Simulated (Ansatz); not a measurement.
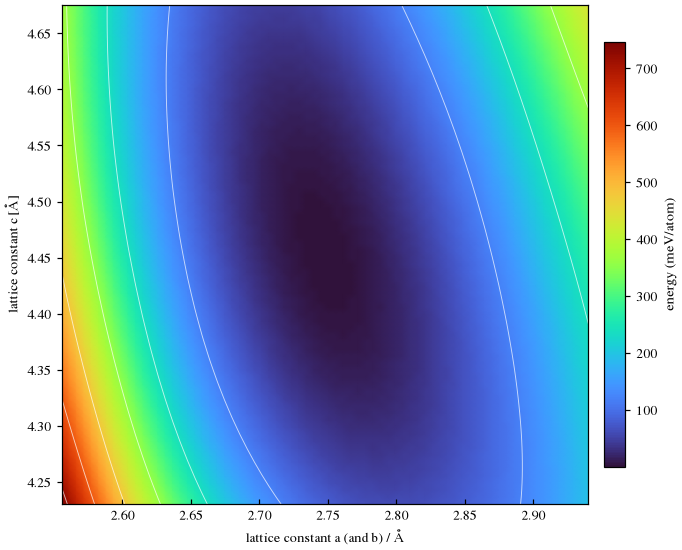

Ir (P6_3/mmc, No. 194; 2 atoms in the cell). The energy is mapped over the lattice constants a and c of the conventional cell. Coordinates scanned: (1) lattice constant a (and b); (2) lattice constant c. Nothing is relaxed (symmetry fixes all fractional coordinates). The grid has 7 × 7 points. Points are written as (first, second). Energies: meV/atom, counted from the lowest grid point. Computed with DFT PBE, scalar-relativistic, plane waves, PAW (Ansatz 0.2.0). Settings: cutoff 420 eV, k-mesh 18×18×10 in the order of the run's cell vectors, gaussian smearing 0.15 eV, no spin polarisation.

Drawn: a smooth colour map with a few white contour lines. Between grid points the surface is interpolated.

The lowest grid point is at (2.748 Å, 4.453 Å). It is the only kind of minimum in the scanned range. The highest grid point, (2.555 Å, 4.230 Å), lies 746 meV/atom above the lowest. Round the minimum the valley is somewhat tilted: raising lattice constant a (and b) shifts the best value of lattice constant c downwards (coupling k₁₂/√(k₁₁k₂₂) about 0.5).

The level of theory is changed to Ansatz 0.2.0, DFT LDA, scalar-relativistic, plane waves, PAW; with it change the cell, relaxed at the new level (first cell vector 2.705 Å, before 2.748 Å); the new grid has 7 × 7 points, laid about the new relaxed structure.

### How does the landscape change?

The minimum (interpolated where it lies between grid points) moves from (2.748 Å, 4.453 Å) to (2.705 Å, 4.386 Å). The curvature at the minimum changes from about 38 to 44 eV/Å² along lattice constant a (and b) and from about 5.5 to 6.3 eV/Å² along lattice constant c (per cell).

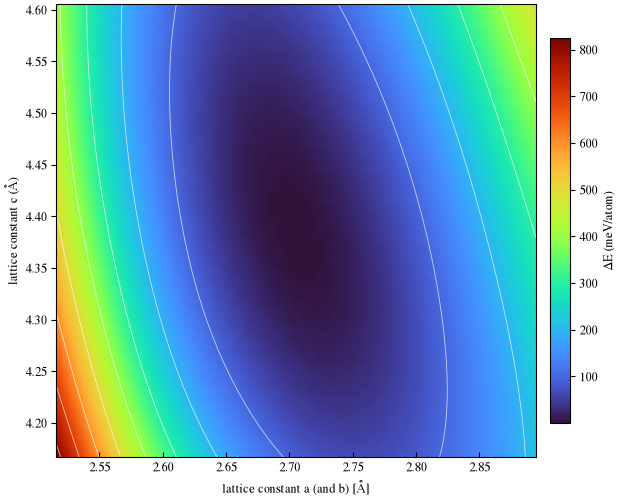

The map after the change, on a colour scale of its own. In the figure: a smooth colour map with a few white contour lines. Between grid points the surface is interpolated.

PAW datasets: the set soft_1.
